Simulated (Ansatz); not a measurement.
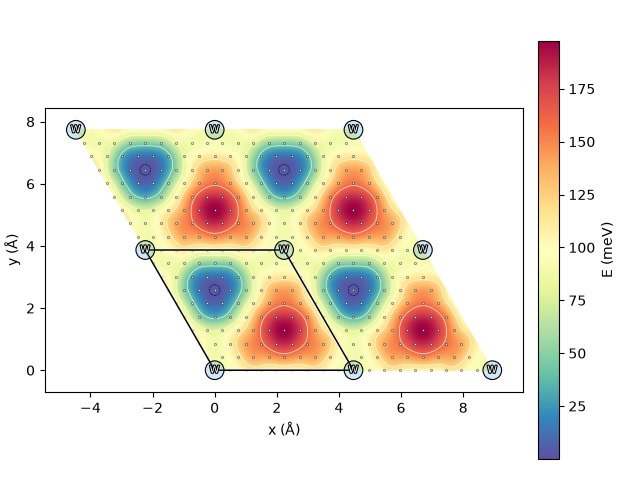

Si on a W(111) slab cut from the Im-3m phase, its upper half relaxed before the scan (6 atoms of substrate and one adsorbate in a 1 × 1 cell). Si is moved over the surface cell at a fixed height above a rigid substrate; the origin of the map has the adsorbate above W6; the height is held at 3.40 Å. Places are given modulo a cell vector. The map is drawn in real space over the plane of the surface. Grid: 9 × 9 points; 19 points were computed and 62 follow by symmetry. All energies are given in meV relative to the lowest grid point. The runs have no spin polarisation, so an open-shell adsorbate far from the surface lies too high. With one adsorbate in each 1 × 1 cell, its nearest image is 4.5 Å away, so neighbouring adsorbates interact. At a fixed height the lowest place need not be the adsorption site. Level of theory: Ansatz 0.2.0, DFT PBE+D3(BJ), scalar-relativistic, plane waves, PAW. Settings: cutoff 420 eV, k-mesh 6×6×1, gaussian smearing 0.1 eV, no spin polarisation.

Drawn: a smooth colour map with a few white contour lines, dots at the grid points, labelled circles for the atoms of the top layer and small ones for the second layer, the outline of one cell of the 2 × 2 shown. Between grid points the surface is interpolated.

The lowest grid point is at a threefold hollow over a second-layer W atom, (3/9, 6/9) of the cell vectors. The highest grid point, a threefold hollow over a third-layer W atom, (6/9, 3/9) of the cell vectors, lies 198 meV above the lowest. On the interpolated surface the easiest way out of the lowest well to its copy in the next cell or period passes a barrier of about 92 meV.

The scan is repeated with another setting: the height is held at 2.50 Å; all else is set up alike.

What does this change do to the map?

Answer. The minimum (interpolated where it lies between grid points) moves from a threefold hollow over a second-layer W atom, (3/9, 6/9) of the cell vectors to (1/9, 3/9) of the cell vectors [nearest 1 W at 2.82 Å]. The span from the lowest to the highest grid point grows from 198 to 488 meV. In the new map: at the lowest point the adsorbate has 1 W at 2.82 Å as nearest neighbours, at the highest 3 W at 3.59 Å.

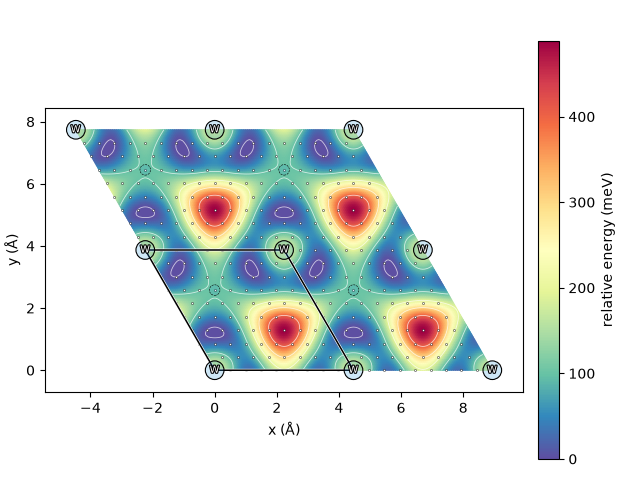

The map after the change, on a colour scale of its own. The picture shows a smooth colour map with a few white contour lines, dots at the grid points, labelled circles for the atoms of the top layer and small ones for the second layer, the outline of one cell of the 2 × 2 shown. Between grid points the surface is interpolated.

PAW datasets: the set soft_1.
